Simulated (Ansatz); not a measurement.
BeSe4

```xyz
10
Lattice="7.9762 0.0000 0.0000 0.0000 10.0259 0.0000 0.0000 0.0000 3.5351" Properties=species:S:1:pos:R:3 pbc="T T T"
Be    0.0000    0.0000    0.0000
Be    3.9881    5.0129    0.0000
Se    0.0000    3.8908    0.0000
Se    3.9881    8.9037    0.0000
Se    1.3012    0.0000    1.7675
Se    5.2892    5.0129    1.7675
Se    2.6869    5.0129    1.7675
Se    6.6750    0.0000    1.7675
Se    0.0000    6.1351    0.0000
Se    3.9881    1.1222    0.0000
```

Space group Cmmm; a structure generated by program, which may or may not match a known phase.

Computed with Ansatz, DFT PBE, scalar-relativistic, plane waves, PAW.

The density is the valence pseudo-density of a PAW calculation; it isn't the true density close to the nuclei.

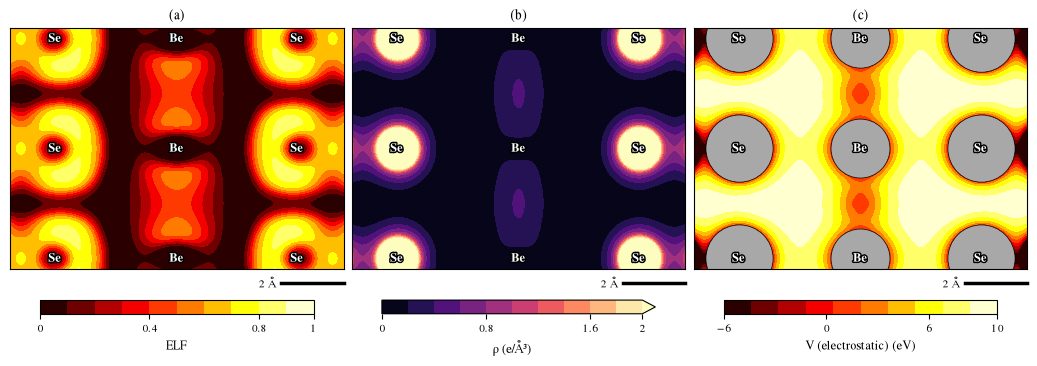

Figure 1. (a) ELF; (b) valence electron density; (c) electrostatic potential energy of an electron on the (100) plane of the conventional cell. Grey discs cover the atomic cores in the potential map.

Describe what can be read from this map.

Answer. The section cuts through Be and Se sites. Between the atoms the lowest density in this plane is 0.008 e/Å³. The ELF also peaks beside Se, away from the bonds: lone-pair regions. Outside the cores the potential energy rises away from the atoms and is highest about 2.3 Å from the nearest atoms; its zero is arbitrary.

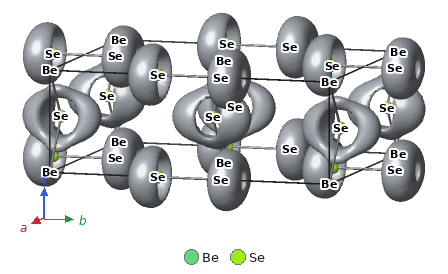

Figure 2. Isosurface of the electron localisation function at 0.8 (grey), seen slightly off an axis. Core shells and regions of very low density are left out. Sticks mark near contacts.

Describe the localisation domains.

Answer. At this value the surface marks out four rings or bowls of non-bonding electrons around Se and four regions wrapped around Se (the valence shell of each), counted in one cell of 10 atoms. Regions shared between cells count once. Profiles from the grid: Be–Se (2.19 Å): the ELF peaks at about 0.80 in the valence shell of Se, 1.2 Å from its nucleus, and is about 0.80 at the midpoint. Se–Se (2.24 Å): the ELF peaks at about 0.70 between the atoms.

Metal or insulator at this level of theory?

Answer. It is metallic or semimetallic at this level of theory: no gap opens.
